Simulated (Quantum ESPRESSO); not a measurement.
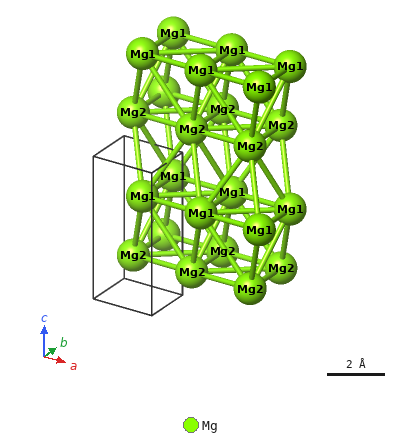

**Figure 1.** The structure (ball-and-stick view of the cell of the calculation, repeated 3 × 2 × 2, seen slightly off an axis; atoms are numbered from 1 in the order of the input). Near neighbours in the crystal (not all of them lie inside the picture): Mg has 12 Mg at 3.20 to 3.21 Å.

**Band-structure run of Mg**

The run: band-structure run of Mg (2 atoms in the cell). Method and program: Kohn-Sham DFT of a periodic cell, r2SCAN, SG15 PBE 1.2, no spin polarisation (Quantum ESPRESSO 7.5).

The structure derives from an entry of the Crystallography Open Database.

### The program's output
```
This program is part of the open-source Quantum ESPRESSO suite
     for quantum simulation of materials; please cite
         "P. Giannozzi et al., J. Phys.:Condens. Matter 21 395502 (2009);
         "P. Giannozzi et al., J. Phys.:Condens. Matter 29 465901 (2017);
         "P. Giannozzi et al., J. Chem. Phys. 152 154105 (2020);
          URL
     in publications or presentations arising from this work. More details at

     IMPORTANT: XC functional enforced from input :
     Exchange-correlation= R2SCAN
                           (   0   0   0   0   0 497 498)
     Any further DFT definition will be discarded
     Please, verify this is what you really want

     G-vector sticks info
     --------------------
     sticks:   dense  smooth     PW     G-vecs:    dense   smooth      PW
     Sum         703     703    223                24791    24791    4475

     Using Slab Decomposition

     bravais-lattice index     =            0
     lattice parameter (alat)  =       8.0000  a.u.
     unit-cell volume          =     313.6249 (a.u.)^3
     number of atoms/cell      =            2
     number of atomic types    =            1
     number of electrons       =        20.00
     number of Kohn-Sham states=           16
     kinetic-energy cutoff     =      70.0000  Ry
     charge density cutoff     =     280.0000  Ry
     scf convergence threshold =      1.0E-08
     mixing beta               =       0.5000
     number of iterations used =            8  plain     mixing
     Exchange-correlation= R2SCAN
                           (   0   0   0   0   0 497 498)

     celldm(1)=   8.000000  celldm(2)=   0.000000  celldm(3)=   0.000000
     celldm(4)=   0.000000  celldm(5)=   0.000000  celldm(6)=   0.000000

     crystal axes: (cart. coord. in units of alat)
               a(1) = (   0.758087   0.000000   0.000000 )
               a(2) = (  -0.379044   0.656523   0.000000 )
               a(3) = (   0.000000   0.000000   1.230755 )

     reciprocal axes: (cart. coord. in units 2 pi/alat)
               b(1) = (  1.319109  0.761588 -0.000000 )
               b(2) = (  0.000000  1.523176  0.000000 )
               b(3) = (  0.000000 -0.000000  0.812509 )

     PseudoPot. # 1 for Mg read from file:
     Mg_ONCV_PBE-1.2.upf
     Pseudo is Norm-conserving, Zval = 10.0
     Generated using ONCVPSP code by D. R. Hamann
     Using radial grid of  602 points,  4 beta functions with:
                l(1) =   0
                l(2) =   0
                l(3) =   1
                l(4) =   1

     atomic species   valence    mass     pseudopotential
     Mg               10.00    24.30500     Mg( 1.00)

     No symmetry found

   Cartesian axes

     site n.     atom                  positions (alat units)
         1        Mg     tau(   1) = (   0.3790436   0.2188409   0.9230663  )
         2        Mg     tau(   2) = (  -0.0000000   0.4376819   0.3076888  )

     number of k points=   132  Fermi-Dirac smearing, width (Ry)=  0.0037

     Number of k-points >= 100: set verbosity='high' to print them.

     Dense  grid:    24791 G-vectors     FFT dimensions: (  36,  36,  54)

     WARNING: libxc functional with ID  497 depends
      on external parameters: check the user_guide of
      QE if you need to modify them or to check their
      default values.

     WARNING: libxc functional with ID  498 depends
      on external parameters: check the user_guide of
      QE if you need to modify them or to check their
      default values.

     Initial potential from superposition of free atoms

     starting charge      19.8692, renormalised to      20.0000
     Starting wfcs are random

     Self-consistent Calculation

     iteration #  1     ecut=    70.00 Ry     beta= 0.50
     Davidson diagonalization with overlap
     ethr =  1.00E-02,  avg # of iterations =  8.0

     total energy              =    -217.41000270 Ry
     estimated scf accuracy    <      46.94312802 Ry

     iteration #  2     ecut=    70.00 Ry     beta= 0.50
     Davidson diagonalization with overlap
     ethr =  1.00E-02,  avg # of iterations =  1.0

     total energy              =    -217.50045583 Ry
     estimated scf accuracy    <      10.78684398 Ry

     iteration #  3     ecut=    70.00 Ry     beta= 0.50
     Davidson diagonalization with overlap
     ethr =  1.00E-02,  avg # of iterations =  1.0

     total energy              =    -217.50627744 Ry
     estimated scf accuracy    <       0.02267147 Ry

     iteration #  4     ecut=    70.00 Ry     beta= 0.50
     Davidson diagonalization with overlap
     ethr =  1.13E-04,  avg # of iterations =  2.1

     total energy              =    -217.50646074 Ry
     estimated scf accuracy    <       0.00196915 Ry

     iteration #  5     ecut=    70.00 Ry     beta= 0.50
     Davidson diagonalization with overlap
     ethr =  9.85E-06,  avg # of iterations =  3.6

     total energy              =    -217.50648237 Ry
     estimated scf accuracy    <       0.00005426 Ry

     iteration #  6     ecut=    70.00 Ry     beta= 0.50
     Davidson diagonalization with overlap
     ethr =  2.71E-07,  avg # of iterations =  1.7

     total energy              =    -217.50648353 Ry
     estimated scf accuracy    <       0.00000227 Ry

     iteration #  7     ecut=    70.00 Ry     beta= 0.50
     Davidson diagonalization with overlap
     ethr =  1.13E-08,  avg # of iterations =  1.1

     total energy              =    -217.50648358 Ry
     estimated scf accuracy    <       0.00000004 Ry

     iteration #  8     ecut=    70.00 Ry     beta= 0.50
     Davidson diagonalization with overlap
     ethr =  2.24E-10,  avg # of iterations =  2.0

     total energy              =    -217.50648358 Ry
     estimated scf accuracy    <       0.00000006 Ry

     iteration #  9     ecut=    70.00 Ry     beta= 0.50
     Davidson diagonalization with overlap
     ethr =  2.24E-10,  avg # of iterations =  1.0

     total energy              =    -217.50648358 Ry
     estimated scf accuracy    <       0.00000004 Ry

     iteration # 10     ecut=    70.00 Ry     beta= 0.50
     Davidson diagonalization with overlap
     ethr =  1.96E-10,  avg # of iterations =  1.0

     End of self-consistent calculation

     Number of k-points >= 100: set verbosity='high' to print the bands.

     the Fermi energy is     6.1873 ev

!    total energy              =    -217.50648358 Ry
     estimated scf accuracy    <          5.4E-10 Ry
     smearing contrib. (-TS)   =      -0.00020818 Ry
     internal energy E=F+TS    =    -217.50627541 Ry

     The total energy is F=E-TS. E is the sum of the following terms:
     one-electron contribution =    -148.90470106 Ry
     hartree contribution      =      66.47723678 Ry
     xc contribution           =     -27.96248791 Ry
     ewald contribution        =    -107.11632322 Ry

     convergence has been achieved in  10 iterations

     Forces acting on atoms (cartesian axes, Ry/au):

     atom    1 type  1   force =    -0.00000004   -0.00000006   -0.00000015
     atom    2 type  1   force =     0.00000004    0.00000006    0.00000015

     Total force =     0.000000     Total SCF correction =     0.000013
     SCF correction compared to forces is large: reduce conv_thr to get better values

     Computing stress (Cartesian axis) and pressure

          total   stress  (Ry/bohr**3)                   (kbar)     P=       -6.52
  -0.00006823   0.00000000  -0.00000000          -10.04        0.00       -0.00
   0.00000000  -0.00006823  -0.00000000            0.00      -10.04       -0.00
  -0.00000000  -0.00000000   0.00000357           -0.00       -0.00        0.52

=------------------------------------------------------------------------------=
   JOB DONE.
=------------------------------------------------------------------------------=
```

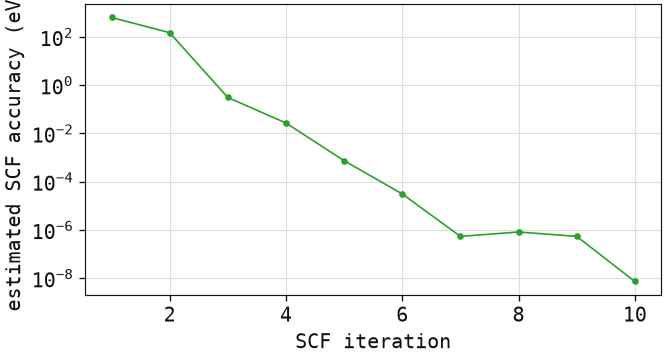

**Figure 2.** Convergence of the self-consistent field: estimated SCF accuracy against the iteration. The field takes 10 iterations in all.

The run was set up as follows.

### Input file
```
&CONTROL
  calculation = 'scf'
  prefix = 'pwscf'
  outdir = './tmp'
  pseudo_dir = './pseudo'
  tprnfor = .true.
  tstress = .true.
  disk_io = 'low'
/
&SYSTEM
  ibrav = 0
  celldm(1) = 8
  nat = 2
  ntyp = 1
  ecutwfc = 70
  nbnd = 16
  input_dft = 'r2scan'
  occupations = 'smearing'
  smearing = 'fd'
  degauss = 0.00367493
  nosym = .true.
/
&ELECTRONS
  conv_thr = 1d-08
  electron_maxstep = 120
  mixing_beta = 0.5
/
ATOMIC_SPECIES
Mg    24.3050 Mg_ONCV_PBE-1.2.upf
CELL_PARAMETERS alat
  0.7580872564702   0.0000000000000   0.0000000000000
 -0.3790436282351   0.6565228223966   0.0000000000000
  0.0000000000000   0.0000000000000   1.2307550033922
ATOMIC_POSITIONS crystal
Mg     0.6666666667    0.3333333333    0.7500000000
Mg     0.3333333333    0.6666666667    0.2500000000
K_POINTS automatic
8 8 4 0 0 0
```

### File bands.in
```
&CONTROL
  calculation = 'bands'
  prefix = 'pwscf'
  outdir = './tmp'
  pseudo_dir = './pseudo'
  disk_io = 'low'
  verbosity = 'high'
/
&SYSTEM
  ibrav = 0
  celldm(1) = 8
  nat = 2
  ntyp = 1
  ecutwfc = 70
  nbnd = 16
  input_dft = 'r2scan'
  occupations = 'smearing'
  smearing = 'fd'
  degauss = 0.00367493
  nosym = .true.
/
&ELECTRONS
  conv_thr = 1d-08
  electron_maxstep = 120
  mixing_beta = 0.5
  diago_full_acc = .true.
  startingwfc = 'random'
/
ATOMIC_SPECIES
Mg    24.3050 Mg_ONCV_PBE-1.2.upf
CELL_PARAMETERS alat
  0.7580872564702   0.0000000000000   0.0000000000000
 -0.3790436282351   0.6565228223966   0.0000000000000
  0.0000000000000   0.0000000000000   1.2307550033922
ATOMIC_POSITIONS crystal
Mg     0.6666666667    0.3333333333    0.7500000000
Mg     0.3333333333    0.6666666667    0.2500000000
K_POINTS crystal
60
 0.0000000000  0.0000000000  0.0000000000 1
 0.0714285714  0.0000000000  0.0000000000 1
 0.1428571429  0.0000000000  0.0000000000 1
 0.2142857143  0.0000000000  0.0000000000 1
 0.2857142857  0.0000000000  0.0000000000 1
 0.3571428571  0.0000000000  0.0000000000 1
 0.4285714286  0.0000000000  0.0000000000 1
 0.5000000000  0.0000000000  0.0000000000 1
 0.4583333333  0.0833333333  0.0000000000 1
 0.4166666667  0.1666666667  0.0000000000 1
 0.3750000000  0.2500000000  0.0000000000 1
 0.3333333333  0.3333333333  0.0000000000 1
 0.2962962963  0.2962962963  0.0000000000 1
 0.2592592593  0.2592592593  0.0000000000 1
 0.2222222222  0.2222222222  0.0000000000 1
 0.1851851852  0.1851851852  0.0000000000 1
 0.1481481481  0.1481481481  0.0000000000 1
 0.1111111111  0.1111111111  0.0000000000 1
 0.0740740741  0.0740740741  0.0000000000 1
 0.0370370370  0.0370370370  0.0000000000 1
 0.0000000000  0.0000000000  0.0000000000 1
 0.0000000000  0.0000000000  0.1250000000 1
 0.0000000000  0.0000000000  0.2500000000 1
 0.0000000000  0.0000000000  0.3750000000 1
 0.0000000000  0.0000000000  0.5000000000 1
 0.0625000000  0.0000000000  0.5000000000 1
 0.1250000000  0.0000000000  0.5000000000 1
 0.1875000000  0.0000000000  0.5000000000 1
 0.2500000000  0.0000000000  0.5000000000 1
 0.3125000000  0.0000000000  0.5000000000 1
 0.3750000000  0.0000000000  0.5000000000 1
 0.4375000000  0.0000000000  0.5000000000 1
 0.5000000000  0.0000000000  0.5000000000 1
 0.4666666667  0.0666666667  0.5000000000 1
 0.4333333333  0.1333333333  0.5000000000 1
 0.4000000000  0.2000000000  0.5000000000 1
 0.3666666667  0.2666666667  0.5000000000 1
 0.3333333333  0.3333333333  0.5000000000 1
 0.3030303030  0.3030303030  0.5000000000 1
 0.2727272727  0.2727272727  0.5000000000 1
 0.2424242424  0.2424242424  0.5000000000 1
 0.2121212121  0.2121212121  0.5000000000 1
 0.1818181818  0.1818181818  0.5000000000 1
 0.1515151515  0.1515151515  0.5000000000 1
 0.1212121212  0.1212121212  0.5000000000 1
 0.0909090909  0.0909090909  0.5000000000 1
 0.0606060606  0.0606060606  0.5000000000 1
 0.0303030303  0.0303030303  0.5000000000 1
 0.0000000000  0.0000000000  0.5000000000 1
 0.5000000000  0.0000000000  0.5000000000 1
 0.5000000000  0.0000000000  0.3750000000 1
 0.5000000000  0.0000000000  0.2500000000 1
 0.5000000000  0.0000000000  0.1250000000 1
 0.5000000000  0.0000000000  0.0000000000 1
 0.3333333333  0.3333333333  0.0000000000 1
 0.3333333333  0.3333333333  0.1000000000 1
 0.3333333333  0.3333333333  0.2000000000 1
 0.3333333333  0.3333333333  0.3000000000 1
 0.3333333333  0.3333333333  0.4000000000 1
 0.3333333333  0.3333333333  0.5000000000 1
```

Launched with:
```bash
OMP_NUM_THREADS=1 pw.x -in pw.in > pw.out
OMP_NUM_THREADS=1 pw.x -in bands.in > bands.out
```

### Summary

- outcome: converged
- space group (tolerance 0.01 Å): P6₃/mmc (194)
- electrons treated: 20
- free energy: −2959.3265 eV
- Fermi energy of the self-consistent step: 6.187 eV
- gap on the k-point mesh: none (metallic)
- pressure: −0.65 GPa
- largest force (length of the vector): under 0.001 eV/Å
- hardware: 1 thread of Arm Neoverse V2, 24 GiB of memory available, shared host
- wall time: 6.8 min
- peak memory: 0.16 GiB

### Remarks

Further notes kept with the run: potentials made for another functional. Notes on the run: SCF correction compared to forces is large. Points of doubt noted for this run: potentials made for another functional.
